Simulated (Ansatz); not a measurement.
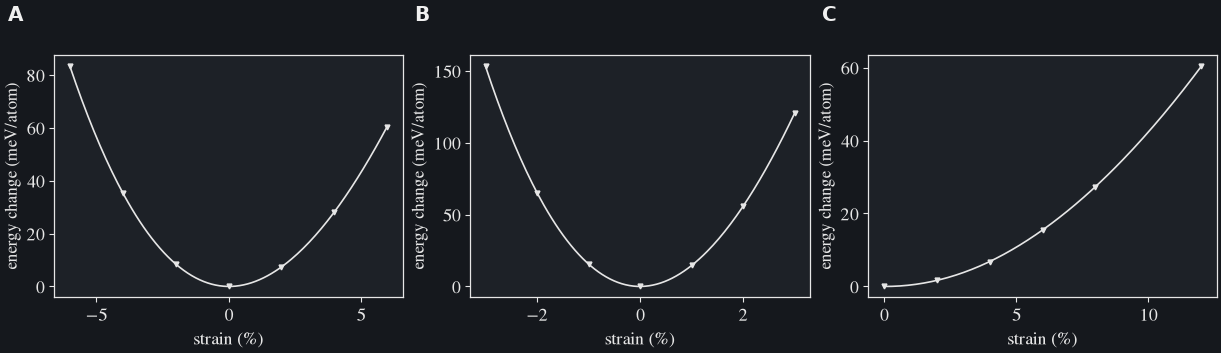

Each panel shows the energy change against strain for one of these solids: Ge, Fd-3m (No. 227), 22.8 Å³/atom, strain kind biaxial ab; Ir, Fm-3m (No. 225), 14.2 Å³/atom, strain kind isotropic; TiAl₃, Pm-3m (No. 221), 15.5 Å³/atom, strain kind shear ca.

How it was computed, with Ansatz 0.2.0: energy, stress and cell of a relaxed crystal along a series of strains, atoms and what the cell freedom names relaxed within the symmetry; stress is positive in compression; plane waves with PAW datasets, Γ-centred k mesh; energies extrapolated to zero smearing. Level: r2SCAN, no spin polarisation.

Q: Which panel belongs to which solid?

A: A is Ge (energy change from 0.00 meV/atom to 83.23 meV/atom); B is Ir (energy change from 0 meV/atom to 153 meV/atom); C is TiAl₃ (energy change from 0.00 meV/atom to 60.31 meV/atom).

For Ge, limits of the calculation: a crossing between the sampled k points may be missed; bands touch, and spin-orbit coupling could open a gap; narrow smearing for a metal.
